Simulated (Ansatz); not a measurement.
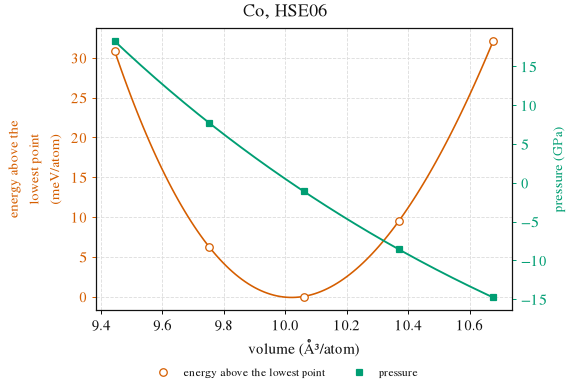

How it was computed, with Ansatz 0.2.0 development build: equation of state of a cubic crystal from periodic Kohn-Sham density functional theory without spin, third-order Birch-Murnaghan fit to the free energies; pressure corrected for the finite basis. Level: HSE06.

```csv
setting,value
structure type,fcc
atoms in cell,1
space group number,225
lattice centring,face-centred primitive
k mesh,6×6×6
occupation method,Fermi–Dirac
occupation width,0.1 eV
wave cutoff,420 eV
datasets,soft-1 PAW
density tolerance,0 eV
bands,13
density cutoff ratio,4
search for lower states,default
exchange singularity,Wigner-Seitz
```

Energy above the lowest point and pressure against volume for Co, space group Fm-3m (No. 225) (one of a set of cubic test structures, which need not be the stable phase).

A third-order Birch–Murnaghan fit gives V0 = 10.02 Å³/atom, B0 = 269 GPa and B′ = 4.4. The energy above the lowest point is 30.8 meV/atom at volume 9.44 Å³/atom and 32.1 meV/atom at 10.68 Å³/atom; the lowest computed point is at volume 10.06 Å³/atom (0.0 meV/atom). The pressure falls from 18.3 GPa at volume 9.44 Å³/atom to −14.8 GPa at 10.68 Å³/atom, and changes sign near 10.02 Å³/atom.

Keep in mind: coarse k-mesh, values are not converged in k; cubic model structure, not the ambient form; known magnet treated without spin, far from its ground state.

One of the inputs:
```
crystal:
  lattice:
    - [0.0, 1.713422469954, 1.713422469954]
    - [1.713422469954, 0.0, 1.713422469954]
    - [1.713422469954, 1.713422469954, 0.0]
  atoms:
    - { symbol: Co, position: [0.0, 0.0, 0.0] }
kpoints:
  mp_grid: { grid: [6, 6, 6] }
hamiltonian:
  xc: hse06
  pseudopotentials: { kind: paw }
scf:
  occupations: { method: fermi_dirac, width: 0.1 }
  convergence: { dr2_threshold: "1e-10 eV" }
  exx: { energy_threshold: "1e-8 eV" }
output:
  forces: true
  stress: true
  eigenvalues: true
```

Command:
```bash
ansatz run input.yaml --threads 2
```
